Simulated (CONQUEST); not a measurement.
**InP: single-point calculation at one volume of an equation of state**

InP (F-43m, 4 atoms in the cell), computed with Kohn-Sham DFT of a periodic cell, PBE, PseudoDojo NC PBE, no spin polarisation (CONQUEST 1.3).

The structure derives from an entry of the Crystallography Open Database. It belongs to a series of runs on one base structure; here: volume scaled by 1.06.

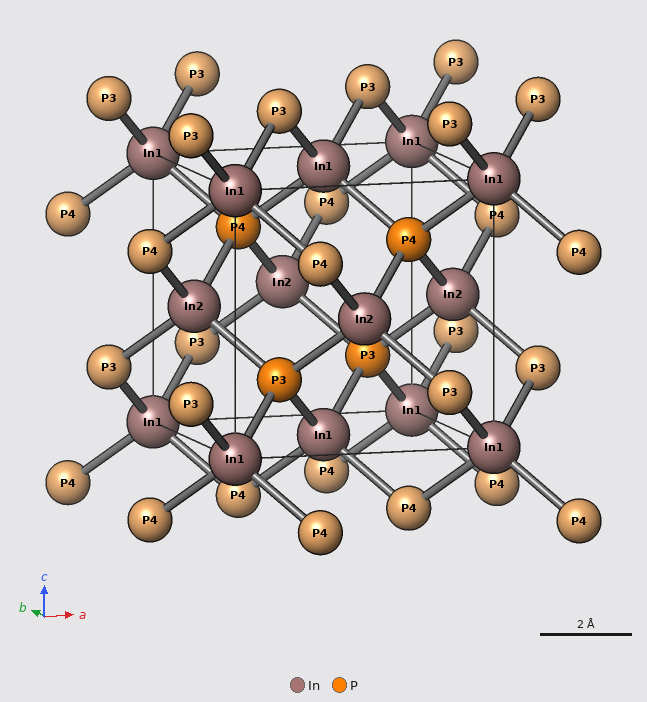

The structure as given in the input (ball-and-stick view of the cell 2 times as large as that of the calculation, set on its symmetry axes, seen slightly off an axis; neighbours outside the cell are drawn fainter; atoms are numbered from 1 in the order of the input). Near neighbours in the crystal (not all of them lie inside the picture): In has 4 P at 2.59 Å; P has 4 In at 2.59 Å.

Results in brief

- outcome: converged
- space group (tolerance 0.01 Å): F-43m (216)
- electrons treated: 36
- free energy: −3992.6684 eV
- Fermi energy: −4.889 eV
- gap on the k-point mesh: 0.67 eV
- pressure: 2.20 GPa
- largest force (length of the vector): under 0.001 eV/Å
- hardware: 1 thread of Intel Xeon (Sapphire Rapids), 16 GiB of memory available, shared host
- wall time: 31 s
- peak memory: 0.56 GiB

Remarks

Points of doubt noted for this run: small atomic basis.

Input file
```
IO.Title InP
IO.Coordinates coords.dat
IO.FractionalAtomicCoords T
IO.Iprint 2
IO.Iprint_init 1
General.NumberOfSpecies 2
General.PseudopotentialType hamann
AtomMove.TypeOfRun static
AtomMove.FullStress T
Grid.PointsAlongX 40
Grid.PointsAlongY 40
Grid.PointsAlongZ 60
DM.SolutionMethod diagon
Diag.MPMesh T
Diag.GammaCentred T
Diag.MPMeshX 7
Diag.MPMeshY 7
Diag.MPMeshZ 5
Diag.kT 0.00183747
minE.SCTolerance 1e-6
SC.MaxIters 100
IO.AtomChargeOutput T
%block ChemicalSpeciesLabel
1 114.820 In
2 30.970 P
%endblock
```

Command:
```bash
Conquest
```

What the program printed
```
Simulation cell dimensions:     7.9853 a0 x     7.9853 a0 x    11.2929 a0

      Atomic coordinates (a0)
         Atom         X         Y         Z  Species
            1    0.0000    0.0000    0.0000        1
            2    3.9926    3.9926    5.6465        1
            3    0.0000    3.9926    2.8232        2
            4    3.9926    0.0000    8.4697        2

         Monkhorst-Pack mesh:   7 x   7 x   5 gamma-centred
        This calculation includes non-local pseudopotentials,
         with a maximum core radius of      8.41238623

    Job title: InP
    Job to be run: static calculation

    Ground state search:
      Support functions represented with PAO basis
      1:1 PAO to SF mapping
      Non-spin-polarised electrons
      Solving for the K matrix using diagonalisation
      Using Fermi-Dirac smearing

    Integration grid size:     40 x   40 x   60

    Integration grid spacing:  0.200 a0 x 0.200 a0 x 0.188 a0

    Number of species:  2
    --------------------------------------------------------
    |   #  mass (au)  Charge (e)  SF Rad (a0)  NSF  Label  |
    --------------------------------------------------------
    |   1    114.820      13.000        8.784   14  In     |
    |   2     30.970       5.000        6.987    9  P      |
    --------------------------------------------------------
          SCF tolerance:                 0.00000100
          SCF iterations:               100

    The functional used will be GGA PBE96

           radial cut-off to be used is taken to be max PAO cut-off radius for this species:    8.412386

           greatest ang. mom. for making density from PAOs:  2

           radial cut-off to be used is taken to be max PAO cut-off radius for this species:    6.725484

           greatest ang. mom. for making density from PAOs:  2
    Minimum blocs/proc is     1500. Maximum blocs/proc is     1500
    set_atom_dens: In set_atomic_density, electrons :      36.000000000000
 matrix_size & matrix_size_padH =           46          46

    Screened ion int: energy:    -111.130553534187 Ha

    new_SC_potl: Starting.  Tolerance:  0.10000E-05

    PulayMixSC: Starting Pulay mixing, A_up =  0.500 A_dn =  0.500
    PulayMixSC: Spin non-polarised calculation.
          Harris-Foulkes Energy            :      -146.759691529034967 Ha
          GroundState Energy (E-(1/2)TS)   :      -146.759691536705191 Ha
          Free Energy (E-TS)               :      -146.759691544375386 Ha
          DFT Total Energy                 :      -146.690990787543058 Ha
          Total number of electrons        :        36.000000000000860
    PulayMixSC: Pulay iteration     1 residual:              0.26561E-02
          Harris-Foulkes Energy            :      -146.728482627671582 Ha
          GroundState Energy (E-(1/2)TS)   :      -146.728483084087742 Ha
          Free Energy (E-TS)               :      -146.728483540503873 Ha
          DFT Total Energy                 :      -146.727196961204839 Ha
          Total number of electrons        :        36.000016536965063
    PulayMixSC: Pulay iteration     2 residual:              0.91048E-03
          Harris-Foulkes Energy            :      -146.727864054239149 Ha
          GroundState Energy (E-(1/2)TS)   :      -146.727864343699565 Ha
          Free Energy (E-TS)               :      -146.727864633160010 Ha
          DFT Total Energy                 :      -146.727839414483583 Ha
          Total number of electrons        :        36.000024251359250
    PulayMixSC: Pulay iteration     3 residual:              0.42278E-03
          Harris-Foulkes Energy            :      -146.727860837459986 Ha
          GroundState Energy (E-(1/2)TS)   :      -146.727861130751165 Ha
          Free Energy (E-TS)               :      -146.727861424042345 Ha
          DFT Total Energy                 :      -146.727854912691015 Ha
          Total number of electrons        :        36.000031655888513
    PulayMixSC: Pulay iteration     4 residual:              0.56441E-04
          Harris-Foulkes Energy            :      -146.727856780794298 Ha
          GroundState Energy (E-(1/2)TS)   :      -146.727857072519697 Ha
          Free Energy (E-TS)               :      -146.727857364245097 Ha
          DFT Total Energy                 :      -146.727856761628658 Ha
          Total number of electrons        :        36.000032601941363
    PulayMixSC: Pulay iteration     5 residual:              0.19771E-05
          Harris-Foulkes Energy            :      -146.727856759401476 Ha
          GroundState Energy (E-(1/2)TS)   :      -146.727857050724367 Ha
          Free Energy (E-TS)               :      -146.727857342047258 Ha
          DFT Total Energy                 :      -146.727856754421197 Ha
          Total number of electrons        :        36.000032530207037
    PulayMixSC: Pulay iteration     6 residual:              0.12256E-05
          Harris-Foulkes Energy            :      -146.727856759160062 Ha
          GroundState Energy (E-(1/2)TS)   :      -146.727857050579530 Ha
          Free Energy (E-TS)               :      -146.727857341998998 Ha
          DFT Total Energy                 :      -146.727856759157930 Ha
          Total number of electrons        :        36.000032456919001
    PulayMixSC: Pulay iteration     7 residual:              0.19134E-07
    PulayMixSC: Reached SCF tolerance of  0.19134E-07 after      7 iterations
      | Number of electrons      =        36.000032
      |* band energy as 2Tr[K.H] =       -20.145166294394581 Ha
      |  screened ion-ion energy =      -111.130553534187442 Ha
      |  Ha correction           =         1.149668188375875 Ha
      |  XC correction           =       -16.601805202114555 Ha
      | GS Energy as E-(1/2)TS   =      -146.727857050579530 Ha
      | Free Energy as E-TS      =      -146.727857341998998 Ha
      |* Harris-Foulkes energy   =      -146.727856759160062 Ha
      |* DFT total energy        =      -146.727856759157930 Ha
      |  estimated accuracy      =        -0.000000000002132 Ha

    force: Forces on atoms (Ha/a0)
    force:  Atom   X              Y              Z
    force:     1  -0.0000000000  -0.0000000000   0.0000000000
    force:     2   0.0000000000   0.0000000000  -0.0000000000
    force:     3  -0.0000000000   0.0000000000   0.0000000000
    force:     4   0.0000000000  -0.0000000000  -0.0000000000

    force: Maximum force :        0.00000000(Ha/a0) on atom         1 in z direction
    force: Force Residual:        0.00000000 Ha/a0
    force: Total stress:         -2.25042246     0.00000000     0.00000000 GPa
                             0.00000000    -2.25042246     0.00000000
                             0.00000000     0.00000000    -2.09441573
    force: Average pressure:      2.19842022 GPa

    force: Finished force
    get_E_and_F: Change in energy during last step of electronic optimisation:  0.24141E-09

    BIBLIOGRAPHY: Please consider citing the following references in the conquest.bib file

    CONQUEST:         Bowler2002pt, Miyazaki2004, Nakata2020
    Basis:            Bowler2019
    DM:               Bowler:2006xr
    Pseudopotentials: Hamann2013, Bowler2019
    XC functional:    Perdew1996
```

File coords.dat
```
    7.9852934222     0.0000000000     0.0000000000
    0.0000000000     7.9852934222     0.0000000000
    0.0000000000     0.0000000000    11.2929102559
4
  0.0000000000   0.0000000000   0.0000000000 1 T T T
  0.5000000000   0.5000000000   0.5000000000 1 T T T
  0.0000000000   0.5000000000   0.2500000000 2 T T T
  0.5000000000   0.0000000000   0.7500000000 2 T T T
```

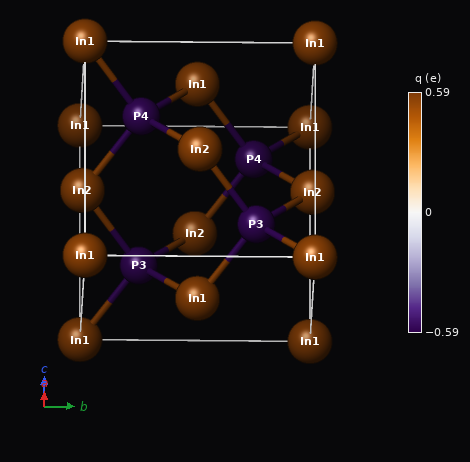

Mulliken charges, as the colour of each atom (ball-and-stick view of the cell 2 times as large as that of the calculation, set on its symmetry axes, seen at an oblique angle; atoms are numbered from 1 in the order of the input). By element: In +0.56 and P −0.56 e.
